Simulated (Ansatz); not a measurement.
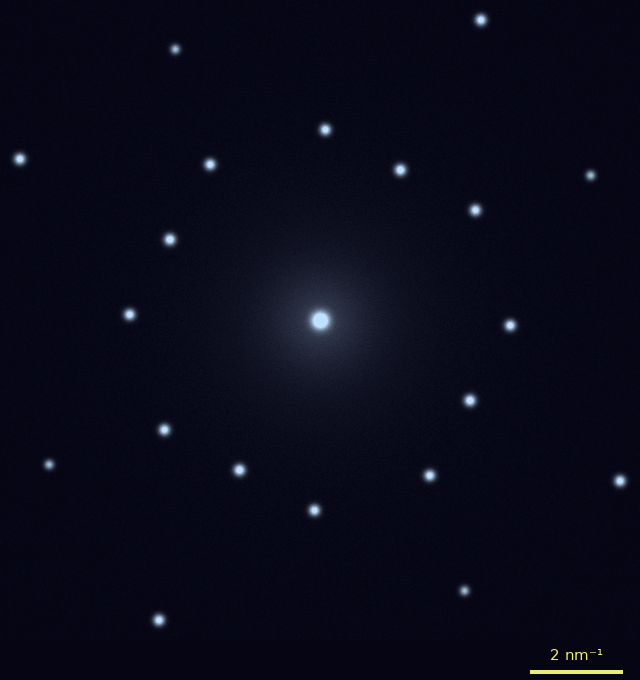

Kinematic zone-axis pattern, calculated for 200 keV electrons with B = 1 Å².

It belongs to Ge, space group Pm-3n (No. 223), a = 5.376 Å. Structure: coordinates from a relaxation with Ansatz, DFT, r2SCAN, plane waves (500 eV) with PAW, scalar-relativistic; the starting structure was generated, so it need not be a known form of this composition.

| atom | site | symmetry | x | y | z |
| --- | --- | --- | --- | --- | --- |
| Ge | 2a | m-3. | 0.0000 | 0.0000 | 0.0000 |
| Ge | 6c | -4m.2 | 0.2500 | 0.0000 | 0.5000 |

Q: Determine the zone axis from the geometry of the pattern.

A: The spots form a square net with both shortest vectors at d = 5.38 Å, 90.0° apart. They index as 1 0 0 (itself extinct) and 0 1 0 (itself extinct), so the zone axis is [001] (or an equivalent direction of <001>).

Q: Which reflections of this zone are missing, and why?

A: A screw axis and a glide plane both extinguish reflections such as 0 1 0, 1 0 0, 0 3 0; reflections such as 1 4 0, 4 -1 0 are allowed by the space group but vanish because the atoms sit on special positions; reflections such as 1 -1 0, 1 1 0, 2 -2 0 are allowed but too weak to see at this display level. In a thicker crystal double diffraction can put intensity into those places emptied by glide planes or screw axes that lie on the net of the visible spots, but never into those emptied by centring.
